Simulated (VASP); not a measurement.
Input

```
PREC = Accurate
ENCUT = 520
EDIFF = 1E-7
ISMEAR = 0
SIGMA = 0.1
LREAL = F
LASPH = T
NELM = 100
ALGO = Fast
ISIF = 2
LWAVE = F
LCHARG = T
GGA = PS
LELF = T
LVHAR = T
NBANDS = 16
ISYM = 0
```

Command:

```sh
cat potpaw_PBE.64/Cd/POTCAR potpaw_PBE.64/S/POTCAR > POTCAR
mpirun -np 1 vasp_std > vasp.out
```

Below, planes, directions and counts refer to the conventional cell (a = 4.16 Å, b = 4.16 Å, c = 10.01 Å, α = 90.00°, β = 90.00°, γ = 120.00°).

Space group R3m; changed on purpose from its base cell (band edges of the strained film's bulk).

Theory: Kohn-Sham DFT of a periodic cell, PBEsol, VASP PAW PBE potentials, recommended (VASP 6.6.1).

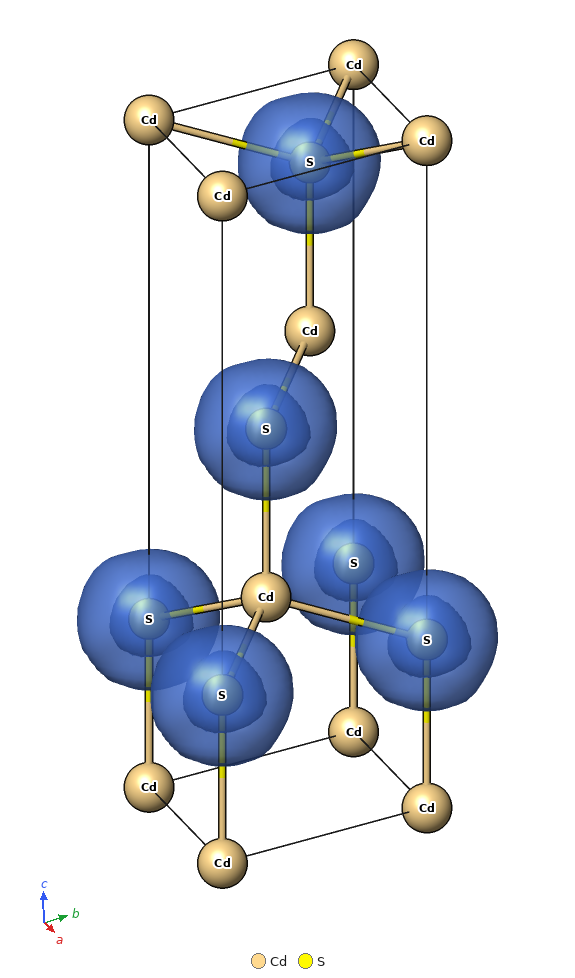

CdS. Isosurface of the electron localisation function at 0.8 (blue), seen slightly off an axis. Core shells and regions of very low density are left out. Sticks mark near contacts.

Core electrons are frozen (PAW), and the valence fields are smoothed inside the atomic spheres.

**What do the ELF domains correspond to?**

The surface consists of three regions wrapped around S (the valence shell of each), counted in one cell of 6 atoms. Regions shared between cells count once. Along the contacts the grid gives the following. Cd–S (2.53 Å): the ELF peaks at about 0.90 in the valence shell of S, 0.8 Å from its nucleus, and is about 0.35 at the midpoint.
